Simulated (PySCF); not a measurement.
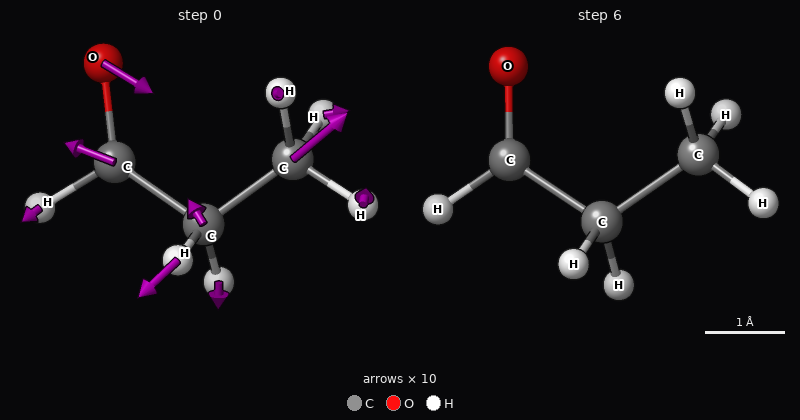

The structure of C3H6O before (left) and after (right) a relaxation, at one scale. The purple arrows give the displacements, magnified 10 times.

Style: ball-and-stick. Shown at a tilt.

The start comes from MMFF94s. Its atoms were then displaced at random by about 0.03 Å.

Theory: PBE0-D3(BJ)/def2-SVP geometry optimisation, gas phase (PySCF). 

Describe what moved and what it gained.

A C atom moves most after the best rigid fit: 0.099 Å. Largest moves by element: C 0.099 Å, O 0.082 Å, H 0.075 Å. Among the contacts that change: C–C 1.418 → 1.515 Å, C–O 1.284 → 1.202 Å, C–H 1.026 → 1.106 Å, C–H 1.165 → 1.099 Å. Among the angles between lasting bonds that change: O–C–H 110.8° → 120.6°, C–C–O 132.3° → 124.7°, H–C–H 101.3° → 108.4°. The energy falls by 87.5 kJ/mol in 6 geometry steps.
